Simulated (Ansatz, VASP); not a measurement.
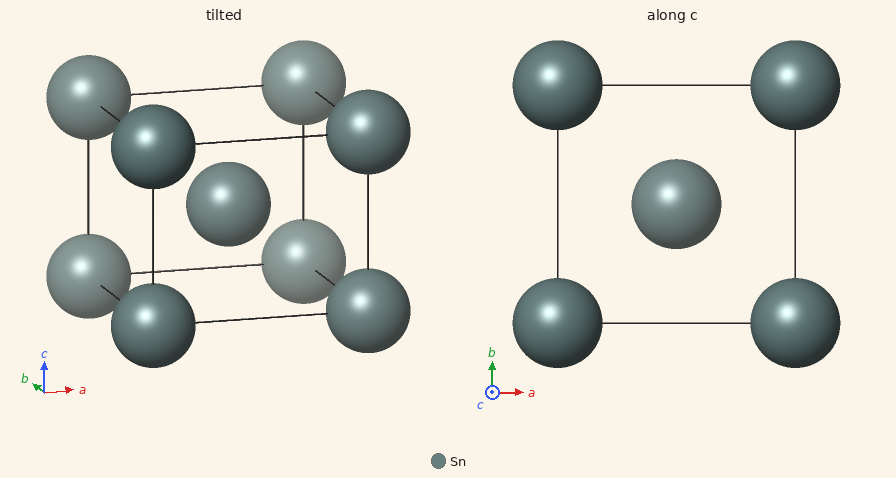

Sn, space group I4/mmm (No. 139), a = 4.058 Å, b = 4.058 Å, c = 3.322 Å, α = 90.00°, β = 90.00°, γ = 90.00° (27.35 Å³/atom). Spheres-only representation of a periodic structure, projected slightly off an axis and along the c axis. The lines enclose the conventional unit cell; boundary atoms appear with their images. The cell is a structure listed in the Materials Project. This isn't the form of Sn at room conditions, which is tetragonal (white tin).

The cell was scaled uniformly, at fixed shape and fractional positions, in three programs or potential sets. Alike in all runs: functional PBE; k mesh 10 × 10 × 10 on the run's cell of 1 atom; occupations fermi-dirac, width 0.05 eV; no spin polarisation; no spin-orbit coupling.

Energies from Ansatz (Ansatz PAW soft_1):

```tsv
volume (Å³/atom)	E − E(lowest point) (meV/atom)
25.712	27.60
26.259	14.64
26.806	6.06
27.353	1.32
27.901	0.00
28.448	1.71
28.995	6.12
```

**What equilibrium volume and bulk modulus do these points give?**

V0 = 27.85 Å³/atom, B0 = 45.6 GPa and B0′ = 5.1. V0 lies 1.8 % above the volume of the cell as given.

The same fit in all programs:

| program | V0 (Å³/atom) | B0 (GPa) | B0′ |
| --- | --- | --- | --- |
| Ansatz (Ansatz PAW soft_1) | 27.85 | 45.6 | 5.1 |
| VASP (PBE potentials, release 64 Sn_d) | ? | ? | ? |
| Ansatz LAPW (all-electron) | 27.85 | 45.6 | 5.1 |

**Estimate the row of VASP (PBE potentials, release 64 Sn_d).**

V0 = 27.86 Å³/atom, B0 = 45.6 GPa and B0′ = 5.2. The other rows span 27.85 to 27.85 Å³/atom and 45.6 to 45.6 GPa.

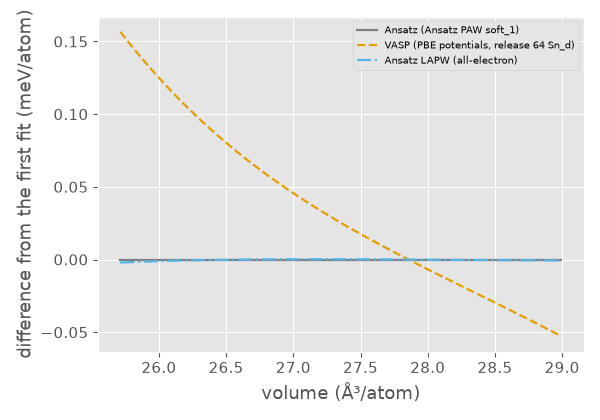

Each fitted curve, counted from its own minimum, less that of Ansatz (Ansatz PAW soft_1). With one functional throughout, the spread comes from potentials, basis sets and numerical settings; B0′ is uncertain by a few tenths over so narrow a range.

Caveat: the cell was scaled at fixed shape and fractional positions, which overstates the stiffness of a crystal with free parameters, most of all of layers and chains.
